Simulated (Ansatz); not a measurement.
Take the following structure.

Space group P6_3/mmc (No. 194). a = 2.753 Å, b = 2.753 Å, c = 4.690 Å, α = 90.00°, β = 90.00°, γ = 120.00°
| atom | site | symmetry | x | y | z |
| --- | --- | --- | --- | --- | --- |
| Al | 2c | -6m2 | 0.6667 | 0.3333 | 0.7500 |

Describe what this structure looks like.

Answer. The element is aluminium. The lattice is primitive hexagonal and the space group P6_3/mmc (No. 194). The arrangement is known as hexagonal close-packed (Mg type). The cell holds two atoms. About every Al there are twelve Al in an anticuboctahedral arrangement at 2.75 to 2.83 Å. The bonds build a three-dimensional framework.

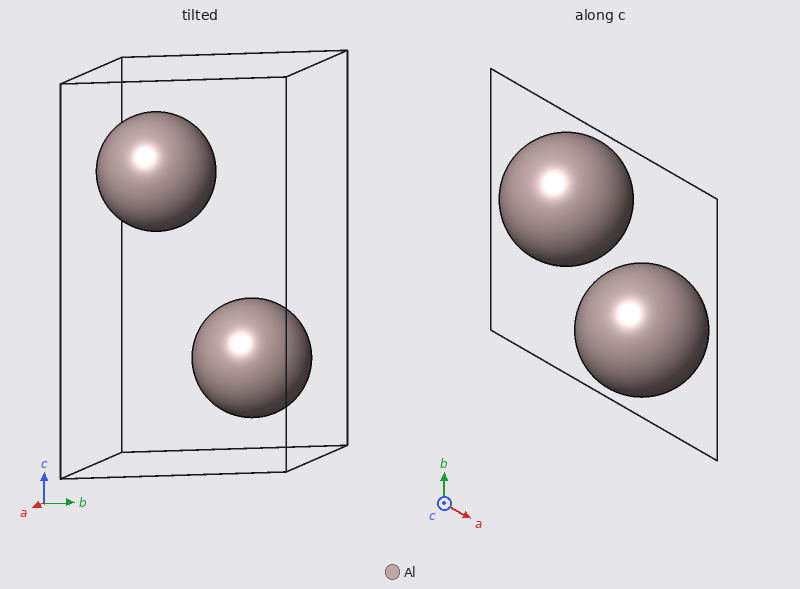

Crystal structure, spheres-only style, seen slightly off an axis and along the c axis. The conventional unit cell is outlined; an atom on or near a face, edge or corner is repeated at each equivalent position.

The structure comes from a structure listed in the Materials Project. The cell was then strained or its atoms displaced on purpose. Ansatz was used for an electronic-structure calculation on it.

At this level of theory the cell isn't at rest (compressed, at 7 GPa), so its distances can differ from those at equilibrium, the more so the softer the solid.
